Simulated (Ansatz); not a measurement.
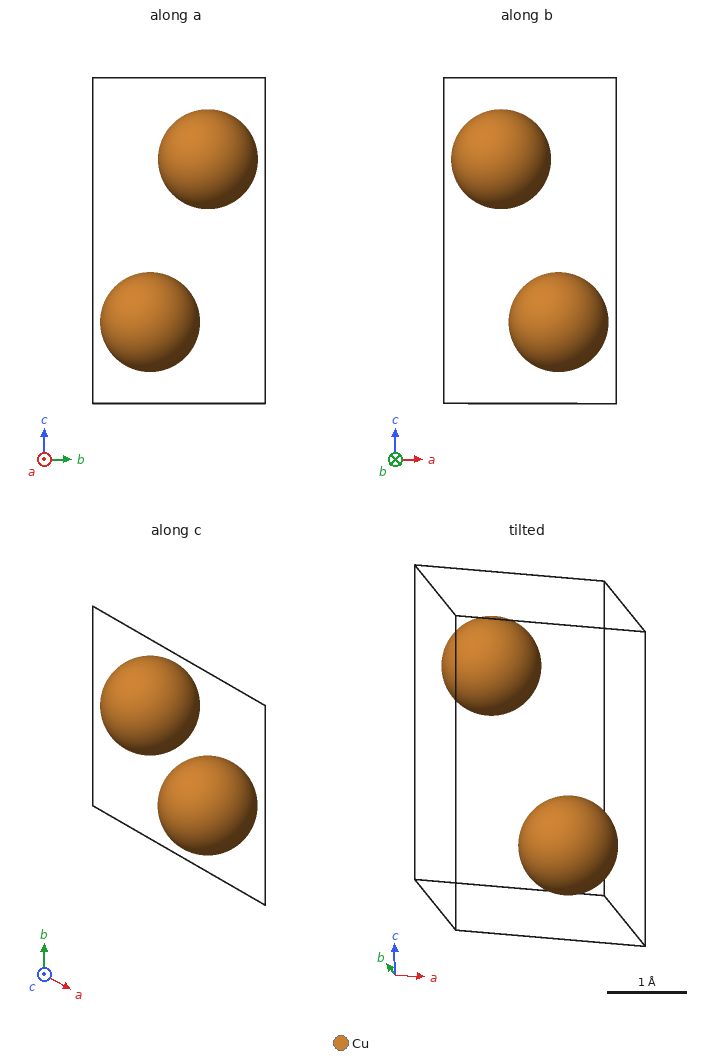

The crystal in a spheres-only representation, seen along the a axis, along the b axis, along the c axis and slightly off an axis. The frame is the unit cell; atoms at its boundary are shown with their periodic copies.

Lattice parameters: a = 2.530 Å, b = 2.531 Å, c = 4.131 Å, α = 89.97°, β = 90.06°, γ = 119.98°. Put a along x and b in the xy plane.

### Transcribe the picture into a POSCAR file, with free fractional coordinates to two decimals.

```
Cu
1.0
     2.530    0.000    0.000
    -1.265    2.193    0.000
    -0.004    0.000    4.131
Cu
2
Direct
  0.33 0.67 0.75
  0.67 0.33 0.25
```

The starting point was a structure type filled with this element by a generator (whether the element takes this form wasn't checked). Earlier steps of the study may have refined or changed the cell and positions. It went into a calculation with Ansatz.
